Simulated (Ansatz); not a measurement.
HfSi3O8

The calculation's input:

```
crystal:
  lattice:
    - [4.8702156845, 0.1613855609, -0.0274224236]
    - [0.1631602789, 4.3321731153, 0.2930469883]
    - [-0.8650350669, 0.2674049619, 5.2432215939]
  atoms:
    - { symbol: Hf, position: [0.3015020178, 0.4513604655, 0.7197010355] }
    - { symbol: Si, position: [0.7816501707, 0.9268022481, 0.8179305266] }
    - { symbol: Si, position: [0.7328178239, 0.5176577973, 0.3397149052] }
    - { symbol: Si, position: [0.258322208, 0.0842579005, 0.2122708688] }
    - { symbol: O, position: [0.44977406, 0.8507160955, 0.8060080411] }
    - { symbol: O, position: [0.6411626022, 0.2627947962, 0.5899649596] }
    - { symbol: O, position: [0.5085520839, 0.3002611882, 0.1185945882] }
    - { symbol: O, position: [0.4170558741, 0.7509498463, 0.3436039134] }
    - { symbol: O, position: [0.0749741432, 0.2592407401, 0.3976638654] }
    - { symbol: O, position: [0.8687066783, 0.7274590854, 0.1164617025] }
    - { symbol: O, position: [0.9157292673, 0.7133546862, 0.611823417] }
    - { symbol: O, position: [0.0497530707, 0.1551451506, 0.9262621764] }
kpoints:
  mp_grid: { grid: [6, 6, 6] }
  band_path:
    path:
      - [0.0, 0.0, 0.0]
      - [-0.5, 0.0, 0.0]
      - [0.0, 0.5, 0.0]
      - [0.0, 0.0, -0.5]
      - [0.5, -0.5, -0.5]
      - [0.0, -0.5, -0.5]
      - [0.5, 0.0, -0.5]
      - [-0.5, -0.5, 0.0]
      - [0.125, 0.354167, -0.0625]
      - [0.3333333333, -0.5, -0.1666666667]
    npoints: 1
hamiltonian:
  xc: r2scan
scf:
  occupations: { method: fixed }
  n_extra_bands: 7
output:
  forces: true
  stress: true
  eigenvalues: true
  write_density: true
  write_potential: true
  elf: true
  volumetric_format: npy
```

Below, planes, directions and counts refer to the conventional cell (a = 4.35 Å, b = 4.87 Å, c = 5.32 Å, α = 99.58°, β = 96.34°, γ = 94.02°).

Space group P1; a structure from a database of computed crystals, not necessarily the ambient phase; started from the monoclinic host prototype, which need not be the ambient phase.

Computed with DFT, r2SCAN, plane waves, PAW in Ansatz.

Question: What will maps of the valence pseudo-density and electron localisation function show?

Answer: Si–O (1.76 Å): ρ at the midpoint is about 0.95 e/Å³; the ELF peaks at about 0.85 between the atoms.

Question: Does the calculation make it a metal, or give it a gap?

Answer: It is gapped, with a Kohn–Sham gap of 5.0 eV on the k-point mesh, an upper bound to the gap of this method.

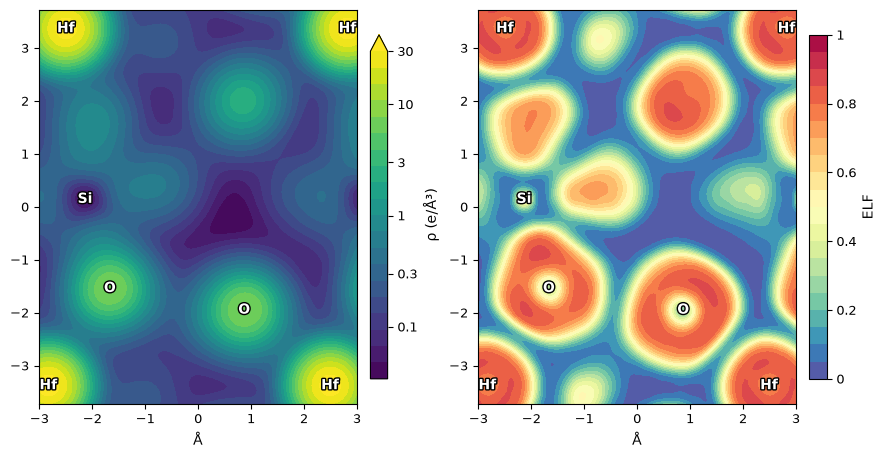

Computed valence pseudo-density and electron localisation function on the (110) plane of the conventional cell, in this order. Atoms just off the plane (O, 0.6 Å away) can leave unmarked features too.

Core electrons are frozen (PAW), and the valence fields are smoothed inside the atomic spheres.
